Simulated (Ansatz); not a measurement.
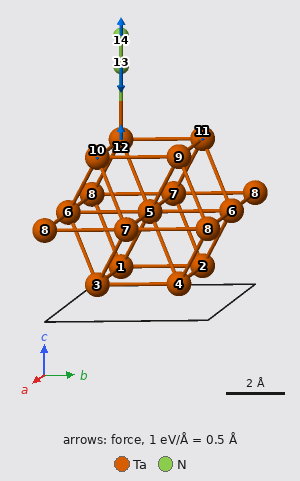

Starting geometry of a slab of composition Ta6N (cut from the Im-3m phase) with the computed forces as blue arrows. The picture is a ball-and-stick view of the cell of the calculation, outlined in the plane, without the vacuum, seen slightly off an axis.

Case: N2 put at a top Ta site. The slab is the (1 1 0) face of Ta with N2 on it. 4 atoms are held fixed.

The calculation used DFT PBE+D3(BJ), scalar-relativistic, plane waves, PAW (Ansatz).

Input file:
```yaml
crystal:
  lattice:
    - [5.6896945747, 0.0, 0.0]
    - [-1.8965648582, 5.3642954889, 0.0]
    - [0.0, 0.0, 24.7456161668]
  atoms:
    - { symbol: Ta, position: [0.25, 0.25, 0.3434951848] }
    - { symbol: Ta, position: [0.25, 0.75, 0.3434951848] }
    - { symbol: Ta, position: [0.75, 0.25, 0.3434951848] }
    - { symbol: Ta, position: [0.75, 0.75, 0.3434951848] }
    - { symbol: Ta, position: [0.5, 0.5, 0.4355414059] }
    - { symbol: Ta, position: [0.5, 0.0, 0.4355414059] }
    - { symbol: Ta, position: [0.0, 0.5, 0.4355414059] }
    - { symbol: Ta, position: [0.0, 0.0, 0.4355414059] }
    - { symbol: Ta, position: [0.75, 0.75, 0.527391105] }
    - { symbol: Ta, position: [0.75, 0.25, 0.527391105] }
    - { symbol: Ta, position: [0.25, 0.75, 0.527391105] }
    - { symbol: Ta, position: [0.25, 0.25, 0.527391105] }
    - { symbol: "N", position: [0.25, 0.25, 0.6332684444] }
    - { symbol: "N", position: [0.25, 0.25, 0.6777207624] }
basis:
  ecutwfc: 420
kpoints:
  mp_grid: { grid: [6, 6, 1] }
hamiltonian:
  xc: pbe
  dispersion: d3bj
scf:
  occupations: { method: gaussian, width: 0.1 }
output:
  forces: true
  eigenvalues: true
  write_density: true
  write_potential: true
  elf: true
  volumetric_format: npy
relax:
  adjacent_minimum: "off"
  f_tol: 0.03
  max_steps: 70
  constraints: [{ sites: [0, 1, 2, 3] }]
efield:
  axis: 3
  dipole_correction: true
  ramp_width: 0.04
```

Command:
```bash
ansatz run input.yaml --threads 4 --pin off --max-ram 10240MiB --backend cpu --events-out ev --progress --plain --runs-dir out
```

Question: Is this structure relaxed? If not, where do the atoms go?

Answer: It isn't relaxed: the largest force vector, on N13, is 1.92 eV/Å. The final displacements follow the starting forces only in part (cosine between the two patterns 0.34). The energy falls by 0.350 eV per cell of the calculation in 4 accepted moves (6 points after the start). The largest force component goes from 1.9 to 0.013 eV/Å. The line search rejected the trial step at point 2 of the run. 1 step only repeated the SCF at the same geometry. The largest move is that of N13, 0.30 Å along the normal (−c). Largest moves by element: N 0.30 Å, Ta 0.16 Å. The lattice vectors keep their values. Among the contacts that change: Ta12–N13 2.620 → 2.159 Å, Ta5–Ta12 2.804 → 2.942 Å, Ta6–Ta12 3.250 → 3.369 Å, N13–N14 1.100 → 1.123 Å. Among the angles between lasting bonds that change: Ta12–Ta11–Ta12 180.0° → 172.4°, Ta6–Ta11–Ta12 109.8° → 113.2°, Ta6–Ta11–Ta12 70.2° → 73.4°.

Limits of the set-up: the periodic images lie only 5.7 Å apart, so the values are limited by the cell's size.
